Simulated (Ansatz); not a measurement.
**Run report: W13Se29 (charge −1), geometry relaxation (part 1 of 5)**

The run: geometry relaxation of W13Se29 (defect cell, 42 atoms in the cell, total charge −1). Method and program: DFT PBE+D3(BJ), scalar-relativistic, plane waves, PAW, spin-polarised (Ansatz 0.2.0).

The structure derives from an entry of the Crystallography Open Database. Figures and captions count atoms from 1; the log counts them from 0 in places.

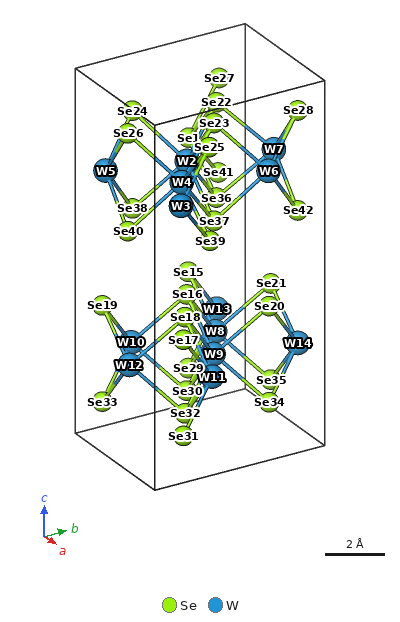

The starting structure (ball-and-stick view of the cell of the calculation, seen slightly off an axis; atoms are numbered from 1 in the order of the input). An atom can appear more than once, as a periodic image.

Input file:
```yaml
crystal:
  lattice:
    - [8.1975394127, -2.839710952, 0.0]
    - [-6.5580315302, -5.679421904, 0.0]
    - [0.0, 0.0, -12.7885060674]
  atoms:
    - { symbol: Se, position: [0.0980652277, 0.6209486813, 0.7493573204], spin: 0.143 }
    - { symbol: W, position: [0.3932196904, 0.4723812064, 0.7499581582] }
    - { symbol: W, position: [0.9513402171, 0.1773163681, 0.7499668743] }
    - { symbol: W, position: [0.6512253682, 0.3220547123, 0.7499716471] }
    - { symbol: W, position: [0.2430040818, 0.064146129, 0.7499738311] }
    - { symbol: W, position: [0.7980350042, 0.7639807801, 0.749978092] }
    - { symbol: W, position: [0.5380036549, 0.9172892973, 0.7499500552] }
    - { symbol: W, position: [0.3336756117, 0.666976398, 0.249933804] }
    - { symbol: W, position: [0.6195911077, 0.5240744458, 0.2499258229] }
    - { symbol: W, position: [0.1909788698, 0.23862705, 0.2499276379] }
    - { symbol: W, position: [0.9052415425, 0.3813844491, 0.2499264837] }
    - { symbol: W, position: [0.4764393297, 0.095474287, 0.2499255525] }
    - { symbol: W, position: [0.0481227381, 0.8098607908, 0.2499247881] }
    - { symbol: W, position: [0.76234317, 0.9527599837, 0.2499289264] }
    - { symbol: Se, position: [0.0956536957, 0.6194009741, 0.3819056553] }
    - { symbol: Se, position: [0.3817452501, 0.4768861208, 0.3817083695] }
    - { symbol: Se, position: [0.9527978425, 0.1909703145, 0.3816408017] }
    - { symbol: Se, position: [0.667100132, 0.3333240896, 0.3817043759] }
    - { symbol: Se, position: [0.2381797129, 0.0479867552, 0.3817060849] }
    - { symbol: Se, position: [0.810119006, 0.7622851519, 0.381623686] }
    - { symbol: Se, position: [0.5241093842, 0.9049633378, 0.3816366941] }
    - { symbol: Se, position: [0.3477479936, 0.6677652527, 0.8793701009], spin: 0.143 }
    - { symbol: Se, position: [0.6260808649, 0.5230479037, 0.883867299] }
    - { symbol: Se, position: [0.1922463818, 0.2462501699, 0.8838815929] }
    - { symbol: Se, position: [0.8950413611, 0.3694427868, 0.8783689797], spin: 0.143 }
    - { symbol: Se, position: [0.4690918378, 0.0892485168, 0.8839097212] }
    - { symbol: Se, position: [0.047001215, 0.8241395702, 0.8800276982], spin: 0.143 }
    - { symbol: Se, position: [0.7624423608, 0.9528681009, 0.8869037395] }
    - { symbol: Se, position: [0.0956753954, 0.6193972431, 0.1179431077] }
    - { symbol: Se, position: [0.3817393552, 0.4769011601, 0.1181526835] }
    - { symbol: Se, position: [0.9527947574, 0.1909692774, 0.1182131604] }
    - { symbol: Se, position: [0.6671068666, 0.3333259651, 0.1181451894] }
    - { symbol: Se, position: [0.2381713457, 0.0479845897, 0.1181399254] }
    - { symbol: Se, position: [0.810126759, 0.7622957377, 0.1182259843] }
    - { symbol: Se, position: [0.5240975394, 0.9049396271, 0.1182242296] }
    - { symbol: Se, position: [0.3448514484, 0.6686002534, 0.6179764108], spin: 0.143 }
    - { symbol: Se, position: [0.6260810424, 0.5230545768, 0.6160785349] }
    - { symbol: Se, position: [0.1922503318, 0.2462336929, 0.6160509587] }
    - { symbol: Se, position: [0.8976661799, 0.372617384, 0.6220884478], spin: 0.143 }
    - { symbol: Se, position: [0.4690721006, 0.0892464761, 0.6160346925] }
    - { symbol: Se, position: [0.0468497777, 0.818736927, 0.6217738271], spin: 0.143 }
    - { symbol: Se, position: [0.7624673055, 0.9528562164, 0.6130225368] }
  host:
    lattice:
      - [3.2790157651, 0.0, 0.0]
      - [-1.6395078825, 2.839710952, 0.0]
      - [0.0, 0.0, 12.7885060674]
    atoms:
      - { symbol: W, position: [0.3333333333, 0.6666666667, 0.25] }
      - { symbol: W, position: [0.6666666667, 0.3333333333, 0.75] }
      - { symbol: Se, position: [0.3333333333, 0.6666666667, 0.6182884648] }
      - { symbol: Se, position: [0.6666666667, 0.3333333333, 0.1182884648] }
      - { symbol: Se, position: [0.3333333333, 0.6666666667, 0.8817115352] }
      - { symbol: Se, position: [0.6666666667, 0.3333333333, 0.3817115352] }
total_charge: -1
basis:
  ecutwfc: 420
  xc_grid: 2
kpoints:
  mp_grid: { grid: [2, 2, 2], shift: [0.0, 0.0, 0.0] }
hamiltonian:
  xc: pbe
  dispersion: d3bj
scf:
  occupations: { method: gaussian, width: 0.01 }
output:
  forces: true
  stress: false
  eigenvalues: true
  populations: true
  charged_corrections:
    defect_position: [0.0952381, 0.61904762, 0.75]
    epsilon: [[15.7662, 0.0, 0.0], [0.0, 15.7662, 0.0], [0.0, 0.0, 8.2375]]
  write_density: true
  write_potential: true
  elf: true
  volumetric_format: npy
magnetization:
  spin_polarized: true
relax:
  adjacent_minimum: "off"
  f_tol: 0.025
  max_steps: 60
```

Run as:
```bash
ansatz run input.yaml --threads 8 --pin off --max-ram 22528MiB --backend cpu --events-out ev --progress --plain --runs-dir out
```

The program's output:
```
Engine: ansatz 0.2.0, x86_64-unknown-linux-gnu
Pseudopotentials: kind: paw
Pseudopotential: Se, paw, valence charge 16, recommended cutoff 420 eV (normal), Se.paw.azcp
Pseudopotential: W, paw, valence charge 14, recommended cutoff 420 eV (normal), W.paw.azcp
Functional definition: PBE
  parameter kappa = 0.804
  parameter beta = 0.06672455060314922
  exchange = pbe_x(kappa = kappa, mu = beta*pi^2/3)
  correlation = pbe_c(beta = beta)
Crystal: 42 atoms, lattice volume = 833.557 Å³
Basis set: ecut = 420 eV, 16321 PW (Γ), exchange–correlation on 120×120×180 points (8 copies of the dense FFT grid, shifted against one another)
Bands: 389, of which v1, the nominal top of the filled ones, is band 324 counted from 1 (323 counted from 0)
Symmetry: 1 space group operations
Space group: P1 (ITA 1), of the structure as read, at distance tolerance 9.4e-5 Å
Magnetic group: BNS 1.1 (UNI 1), of the structure as read, at distance tolerance 9.4e-5 Å
k-points: 8
Non-local potential: Se, projectors of the file, l = 0: 2, l = 1: 2, l = 2: 3, l = 3: 1
Non-local potential: W, projectors of the file, l = 0: 3, l = 1: 2, l = 2: 2, l = 3: 1
PAW form: soft (Blöchl's): semilocal exchange-correlation on the pseudo side does not see the compensation charge
PAW one-centre angular grid: Se, 590 points (default); XC on 64 Gauss nodes
PAW one-centre angular grid: W, 590 points (default); XC on 64 Gauss nodes
Initial density: superposition of atomic densities (chi_scale 0.1, normalization cell)
Starting moments: Σ|m| = 1.001 μB on 7 of 42 sites
Initial wavefunctions: pseudopotential atomic-orbital guess
Functional: x = pbe(κ = 0.804, μ = 0.2195149727645171), c = pbe(β = 0.06672455060314922)
iter 1 solved again at ethr=2.61e-3 eV; its pass at ethr=3.10e-3 eV (dr2=1.69e1 eV) is discarded
SCF iter   1: F=—  HF=-293630.785126 eV  |F-HF|=—  |Δ(HF+E_count)|=         —  Δρ=1.68e-2 (↑1.68e-2 ↓1.66e-2)  dr2=1.70e1  dr2_m=1.15e-2  M=0.250 μB ∫|m|=0.389 μB  β_m=0.30  ethr=2.61e-3  ⟨swp⟩=1.8  Hψ=28558  notcnv=0
Mixer restart at iter 1: flushing history
preconditioner: auto → Kerker (q_TF=auto, 2.615 Å⁻¹)  [metal: Δε(μ)=0.008 eV  Ē_g=9.009 eV  σ=0.010 eV  W_gap=0.41  n_scr=262 (ndim 8)  ℏωp=20.5 eV  f_vac=0.014  D(μ)=13.04/eV (n_scr^D=60)]
spin=Collinear: Kerker preconditioning applied to the charge; magnetization (m = ρ↑ − ρ↓) channel mixes plain (no charge-response kernel on spin).
SCF iter   2: F=—  HF=-293630.125958 eV  |F-HF|=—  |Δ(HF+E_count)|=   6.59e-1  Δρ=1.30e-2 (↑1.30e-2 ↓1.29e-2)  dr2=1.13e1  dr2_m=6.76e-3  M=0.250 μB ∫|m|=0.347 μB  β_m=0.65  ethr=2.61e-3  ⟨swp⟩=2.0  Hψ=7115  notcnv=0
SCF iter   3: F=—  HF=-293629.322924 eV  |F-HF|=—  |Δ(HF+E_count)|=   8.03e-1  Δρ=2.92e-3 (↑2.84e-3 ↓2.92e-3)  dr2=8.72e-1  dr2_m=5.07e-4  M=0.311 μB ∫|m|=0.328 μB  β_m=0.71  ethr=1.74e-3  ⟨swp⟩=3.7  Hψ=10669  notcnv=0  defer=5
SCF iter   4: F=—  HF=-293629.212602 eV  |F-HF|=—  |Δ(HF+E_count)|=   1.10e-1  Δρ=1.59e-3 (↑1.59e-3 ↓1.55e-3)  dr2=2.46e-1  dr2_m=3.64e-4  M=0.394 μB ∫|m|=0.412 μB  β_m=0.81  ethr=1.35e-4  ⟨swp⟩=2.0  Hψ=10848  notcnv=0  defer=924
SCF iter   5: F=—  HF=-293629.205053 eV  |F-HF|=—  |Δ(HF+E_count)|=         —  Δρ=8.05e-4 (↑8.05e-4 ↓7.58e-4)  dr2=8.08e-2  dr2_m=1.79e-4  M=0.485 μB ∫|m|=0.507 μB  β_m=0.81  ethr=3.80e-5  ⟨swp⟩=2.0  Hψ=11316  notcnv=0  defer=924
preconditioner: auto → Resta (q_TF=auto, 2.615 Å⁻¹)  ε∞=6.3  [insulator: Δε(μ)=0.012 eV  Ē_g=8.904 eV  σ=0.010 eV  W_gap=0.61  n_scr=262 (ndim 8)  ℏωp=20.5 eV  f_vac=0.022  D(μ)=18.38/eV (n_scr^D=110)  ε∞_Penn≈6.3]
spin=Collinear: Resta preconditioning applied to the charge; magnetization (m = ρ↑ − ρ↓) channel mixes plain (no charge-response kernel on spin).
SCF iter   6: F=—  HF=-293629.206485 eV  |F-HF|=—  |Δ(HF+E_count)|=   1.43e-3  Δρ=4.59e-4 (↑4.17e-4 ↓4.59e-4)  dr2=1.08e-2  dr2_m=1.22e-4  M=0.550 μB ∫|m|=0.577 μB  β_m=0.91  ethr=1.25e-5  ⟨swp⟩=2.1  Hψ=7780  notcnv=0  defer=924
SCF iter   7: F=—  HF=-293629.212052 eV  |F-HF|=—  |Δ(HF+E_count)|=   5.57e-3  Δρ=4.57e-4 (↑4.57e-4 ↓3.34e-4)  dr2=1.43e-2  dr2_m=2.52e-4  M=0.645 μB ∫|m|=0.676 μB  β_m=0.91  ethr=1.67e-6  ⟨swp⟩=2.0  Hψ=11394  notcnv=0  defer=924
SCF iter   8: F=—  HF=-293629.211858 eV  |F-HF|=—  |Δ(HF+E_count)|=   1.94e-4  Δρ=2.24e-4 (↑1.91e-4 ↓2.24e-4)  dr2=4.14e-3  dr2_m=3.20e-5  M=0.637 μB ∫|m|=0.674 μB  β_m=0.82  ethr=1.67e-6  ⟨swp⟩=2.0  Hψ=9899  notcnv=0  defer=924
SCF iter   9: F=—  HF=-293629.211996 eV  |F-HF|=—  |Δ(HF+E_count)|=   1.38e-4  Δρ=1.64e-4 (↑1.57e-4 ↓1.64e-4)  dr2=1.38e-3  dr2_m=8.89e-5  M=0.694 μB ∫|m|=0.732 μB  β_m=0.76  ethr=6.39e-7  ⟨swp⟩=2.0  Hψ=7400  notcnv=0  defer=924
SCF iter  10: F=—  HF=-293629.212097 eV  |F-HF|=—  |Δ(HF+E_count)|=   1.01e-4  Δρ=8.65e-5 (↑8.65e-5 ↓7.80e-5)  dr2=2.98e-4  dr2_m=2.85e-5  M=0.700 μB ∫|m|=0.741 μB  β_m=0.83  ethr=2.14e-7  ⟨swp⟩=2.0  Hψ=7580  notcnv=0  defer=924
SCF iter  11: F=—  HF=-293629.212170 eV  |F-HF|=—  |Δ(HF+E_count)|=   7.24e-5  Δρ=7.58e-5 (↑7.58e-5 ↓7.19e-5)  dr2=3.24e-4  dr2_m=1.81e-5  M=0.719 μB ∫|m|=0.762 μB  β_m=0.75  ethr=4.60e-8  ⟨swp⟩=2.0  Hψ=11193  notcnv=0  defer=924
SCF iter  12: F=—  HF=-293629.212167 eV  |F-HF|=—  |Δ(HF+E_count)|=   2.61e-6  Δρ=2.08e-5 (↑2.08e-5 ↓2.00e-5)  dr2=1.47e-5  dr2_m=1.73e-6  M=0.724 μB ∫|m|=0.770 μB  β_m=0.74  ethr=4.60e-8  ⟨swp⟩=2.0  Hψ=8008  notcnv=0  defer=924
SCF iter  13: F=—  HF=-293629.212170 eV  |F-HF|=—  |Δ(HF+E_count)|=   3.12e-6  Δρ=1.20e-5 (↑1.20e-5 ↓1.17e-5)  dr2=4.26e-6  dr2_m=5.51e-7  M=0.726 μB ∫|m|=0.773 μB  β_m=0.81  ethr=2.28e-9  ⟨swp⟩=2.0  Hψ=11193  notcnv=0  defer=924
SCF iter  14: F=—  HF=-293629.212172 eV  |F-HF|=—  |Δ(HF+E_count)|=   2.12e-6  Δρ=6.53e-6 (↑6.53e-6 ↓6.00e-6)  dr2=1.52e-6  dr2_m=1.73e-7  M=0.727 μB ∫|m|=0.774 μB  β_m=0.88  ethr=6.59e-10  ⟨swp⟩=12.9  Hψ=52165  notcnv=0
SCF iter  15: F=-293629.212172 eV  HF=-293629.212173 eV  |F-HF|=9.44e-7  |Δ(HF+E_count)|=   4.30e-7  Δρ=3.79e-6 (↑3.73e-6 ↓3.79e-6)  dr2=1.07e-6  dr2_m=2.72e-8  M=0.728 μB ∫|m|=0.776 μB  ethr=2.35e-10  ⟨swp⟩=9.0  Hψ=43071  notcnv=0
SCF 1 converged in 15 iterations: F = -293629.212172 eV  dr2 = 1.07e-6
  Residual-converged pass: ⟨swp⟩=1.2  Hψ=6291  notcnv=0  max |occ|·‖R‖ = 7.1e-9 eV (tolerance 1.0e-8 eV)  dr2=1.07e-6  dr2_m=2.72e-8  dr2_onsite=1.37e-7  max |Δocc| = 1.5e-11
  greatest PAW one-centre occupation: 1.000 electrons in one spin orbital (limit 2), on the Se atom at site 0 (counted from 0), in its partial waves of l = 2
relax step   1: F+E_penalty+E_count = -293629.21217171 eV  Δ(F+E_penalty+E_count) = +0.000e0 eV  max|allowed force component| = 3.088e-1 eV/Å  Δτ_max = 0.0000 Å  (15 SCF iters, dr2 threshold 1.56e-5 eV, accepted)
Initial density: handed on by an earlier stage of this run
Starting moments: Σ|m| = 1.001 μB on 7 of 42 sites; this step starts from the density that it was given
Initial wavefunctions: those handed on with the density
iter 1 solved again at ethr=2.63e-5 eV; its pass at ethr=3.10e-3 eV (dr2=1.70e-1 eV) is discarded
SCF iter   1: F=—  HF=-293629.174676 eV  |F-HF|=—  |Δ(HF+E_count)|=         —  Δρ=2.31e-3 (↑2.31e-3 ↓2.02e-3)  dr2=1.68e-1  dr2_m=8.43e-3  M=0.500 μB ∫|m|=0.570 μB  β_m=0.65  ethr=2.63e-5  ⟨swp⟩=2.0  Hψ=18308  notcnv=0  defer=932
preconditioner: auto → Kerker (q_TF=auto, 2.202 Å⁻¹)  [metal: Δε(μ)=0.002 eV  Ē_g=8.876 eV  σ=0.010 eV  W_gap=0.14  n_scr=134 (ndim 8)  ℏωp=20.5 eV  f_vac=0.026  D(μ)=17.46/eV (n_scr^D=108)]
spin=Collinear: Kerker preconditioning applied to the charge; magnetization (m = ρ↑ − ρ↓) channel mixes plain (no charge-response kernel on spin).
SCF iter   2: F=—  HF=-293629.164844 eV  |F-HF|=—  |Δ(HF+E_count)|=   9.83e-3  Δρ=1.07e-3 (↑1.07e-3 ↓9.90e-4)  dr2=3.95e-2  dr2_m=1.24e-3  M=0.500 μB ∫|m|=0.554 μB  β_m=0.49  ethr=2.59e-5  ⟨swp⟩=2.1  Hψ=7486  notcnv=0  defer=935
preconditioner: auto → Resta (q_TF=auto, 2.615 Å⁻¹)  ε∞=6.3  [insulator: Δε(μ)=0.017 eV  Ē_g=8.869 eV  σ=0.010 eV  W_gap=0.50  n_scr=262 (ndim 8)  ℏωp=20.5 eV  f_vac=0.027  D(μ)=17.41/eV (n_scr^D=108)  ε∞_Penn≈6.3]
spin=Collinear: Resta preconditioning applied to the charge; magnetization (m = ρ↑ − ρ↓) channel mixes plain (no charge-response kernel on spin).
SCF iter   3: F=—  HF=-293629.163103 eV  |F-HF|=—  |Δ(HF+E_count)|=   1.74e-3  Δρ=5.74e-4 (↑5.74e-4 ↓5.62e-4)  dr2=1.26e-2  dr2_m=4.70e-4  M=0.500 μB ∫|m|=0.548 μB  β_m=0.53  ethr=6.10e-6  ⟨swp⟩=2.0  Hψ=8577  notcnv=0  defer=935
SCF iter   4: F=—  HF=-293629.163508 eV  |F-HF|=—  |Δ(HF+E_count)|=   4.05e-4  Δρ=1.45e-4 (↑1.45e-4 ↓1.33e-4)  dr2=7.29e-4  dr2_m=1.20e-5  M=0.500 μB ∫|m|=0.541 μB  β_m=0.59  ethr=1.94e-6  ⟨swp⟩=2.0  Hψ=7907  notcnv=0  defer=935
SCF iter   5: F=—  HF=-293629.163683 eV  |F-HF|=—  |Δ(HF+E_count)|=   1.75e-4  Δρ=8.50e-5 (↑8.50e-5 ↓7.07e-5)  dr2=3.17e-4  dr2_m=7.40e-6  M=0.500 μB ∫|m|=0.539 μB  β_m=0.69  ethr=1.13e-7  ⟨swp⟩=2.0  Hψ=8366  notcnv=0  defer=935
SCF iter   6: F=—  HF=-293629.163706 eV  |F-HF|=—  |Δ(HF+E_count)|=   2.29e-5  Δρ=4.70e-5 (↑4.70e-5 ↓4.69e-5)  dr2=2.08e-4  dr2_m=1.22e-6  M=0.500 μB ∫|m|=0.539 μB  β_m=0.60  ethr=4.90e-8  ⟨swp⟩=2.0  Hψ=8489  notcnv=0  defer=935
SCF iter   7: F=—  HF=-293629.163685 eV  |F-HF|=—  |Δ(HF+E_count)|=   2.03e-5  Δρ=2.09e-5 (↑2.09e-5 ↓1.42e-5)  dr2=1.31e-5  dr2_m=9.22e-7  M=0.500 μB ∫|m|=0.538 μB  β_m=0.70  ethr=3.21e-8  ⟨swp⟩=2.0  Hψ=7040  notcnv=0  defer=935
SCF iter   8: F=—  HF=-293629.163692 eV  |F-HF|=—  |Δ(HF+E_count)|=   6.69e-6  Δρ=1.21e-5 (↑8.01e-6 ↓1.21e-5)  dr2=8.39e-6  dr2_m=1.13e-7  M=0.500 μB ∫|m|=0.538 μB  β_m=0.65  ethr=2.02e-9  ⟨swp⟩=2.0  Hψ=8194  notcnv=0  defer=935
iter 9 did not close the SCF: its close was put off for a magnetic moment that had not settled (scf_convergence_deferred on its scf_iter line)
SCF iter   9: F=-293629.163692 eV  HF=-293629.163694 eV  |F-HF|=1.93e-6  |Δ(HF+E_count)|=   2.08e-6  Δρ=8.04e-6 (↑8.04e-6 ↓5.67e-6)  dr2=2.65e-6  dr2_m=1.22e-7  M=0.500 μB ∫|m|=0.538 μB  β_m=0.70  ethr=9.21e-10  ⟨swp⟩=13.3  Hψ=48497  notcnv=0
iter 10 did not close the SCF: its close was put off for a magnetic moment that had not settled (scf_convergence_deferred on its scf_iter line)
SCF iter  10: F=-293629.163694 eV  HF=-293629.163694 eV  |F-HF|=4.48e-7  |Δ(HF+E_count)|=   4.31e-9  Δρ=3.80e-6 (↑3.80e-6 ↓3.71e-6)  dr2=6.59e-7  dr2_m=5.38e-8  M=0.500 μB ∫|m|=0.538 μB  β_m=0.82  ethr=4.09e-10  ⟨swp⟩=7.0  Hψ=39843  notcnv=0
iter 11 did not close the SCF: its close was put off for a magnetic moment that had not settled (scf_convergence_deferred on its scf_iter line)
SCF iter  11: F=-293629.163694 eV  HF=-293629.163694 eV  |F-HF|=7.19e-7  |Δ(HF+E_count)|=   1.42e-7  Δρ=5.01e-6 (↑5.01e-6 ↓2.04e-6)  dr2=8.63e-7  dr2_m=4.81e-8  M=0.500 μB ∫|m|=0.538 μB  β_m=0.73  ethr=1.02e-10  ⟨swp⟩=6.0  Hψ=39925  notcnv=0
SCF iter  12: F=-293629.163694 eV  HF=-293629.163694 eV  |F-HF|=1.48e-7  |Δ(HF+E_count)|=   1.19e-8  Δρ=2.84e-6 (↑2.84e-6 ↓1.24e-6)  dr2=1.93e-7  dr2_m=1.94e-8  M=0.500 μB ∫|m|=0.538 μB  ethr=1.02e-10  ⟨swp⟩=6.6  Hψ=37791  notcnv=0
SCF 2 converged in 12 iterations: F = -293629.163694 eV  dr2 = 1.93e-7
[... from here on the iterations of each SCF are left out, up to the last one ...]
```
